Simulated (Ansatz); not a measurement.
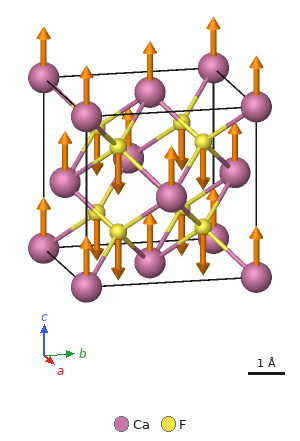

One vibrational mode of crystalline CaF2 relaxed at 50 GPa at the zone centre. The orange arrows give the relative displacements of the atoms. A ball-and-stick model of the conventional cell (4 times the calculation's cell), seen slightly off an axis. Lengths and directions refer to the drawn axes.

Computed with DFT PBE, scalar-relativistic, plane waves, PAW in Ansatz 0.2.0. Settings: plane-wave cutoff 420 eV; k-point mesh 8 × 8 × 8; occupations fixed; target pressure 50 GPa; no spin polarisation.

Frequencies are those without the non-analytic (LO–TO) term.

Q: Give the symmetry, activity and frequency of this mode.

A: This is the T₁u mode (triply degenerate; one member of the set is drawn) at 454 cm⁻¹, the lowest optical level, infrared-active by symmetry. The F sublattice moves against the Ca sublattice, along c; the kinetic energy is shared as F 51 %, Ca 49 %. Its infrared intensity is 22 (D/Å)²/amu for the set. The value is the transverse one; the longitudinal partner lies at 638 cm⁻¹.
